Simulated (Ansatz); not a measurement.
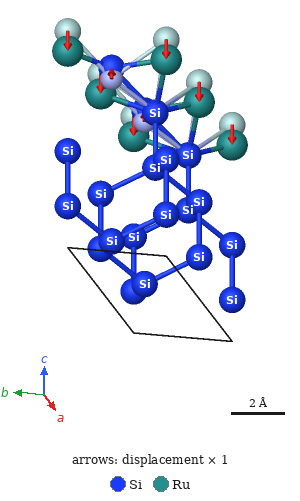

A constrained relaxation of a slab of composition Si6Ru (cut from the Fd-3m phase). The starting structure is drawn faded, the final one solid; red arrows show the displacements, at their true length.

A ball-and-stick model of the 2 × 1 repeat of the cell, outlined in the plane, without the vacuum, seen from a free direction.

Case: Ru put at a hollow Si-Si site. The slab is the (1 1 1) face of Si with Ru on it. 3 atoms are held fixed.

All numbers below come from Ansatz, DFT PBEsol, scalar-relativistic, plane waves, PAW. Set-up: plane-wave cutoff 420 eV; k-point mesh 9 × 9 × 1; occupations gaussian; smearing width 0.05 eV; collinear spin; dipole correction; atoms relaxed in a fixed cell; force threshold 0.03 eV/Å; at most 70 steps.

> Atoms of which element are displaced furthest, and by how much?

Ruthenium: up to 0.85 Å, against 0.46 Å for silicon.

> What did the optimiser do to the structure, and how much energy did it gain?

The atom that moves furthest is the Ru atom (0.85 Å along the normal (−c)). By element the largest moves are Ru 0.85 Å, Si 0.46 Å. The lattice vectors keep their values. Near-neighbour distances that change, for instance: Ru–Si 2.969 → 2.513 Å, Ru–Si 2.571 → 2.218 Å, Si–Si 2.318 → 2.518 Å, Si–Si 2.412 → 2.353 Å. Among the angles between lasting bonds that change: Si–Ru–Si 108.0° → 152.2°, Ru–Si–Ru 96.7° → 120.0°, Si–Ru–Si 96.7° → 120.0°. The energy falls by 2.200 eV per cell of the calculation in 7 geometry steps. Largest force component: 3.3 eV/Å at the start, 0.012 eV/Å at the end. The program noted that the starting moments weren't kept. The run may lie on a higher electronic state than the lowest, so the end point isn't shown to be the ground-state structure.

Limits of the set-up: the periodic images lie only 3.8 Å apart, so the values are limited by the cell's size.
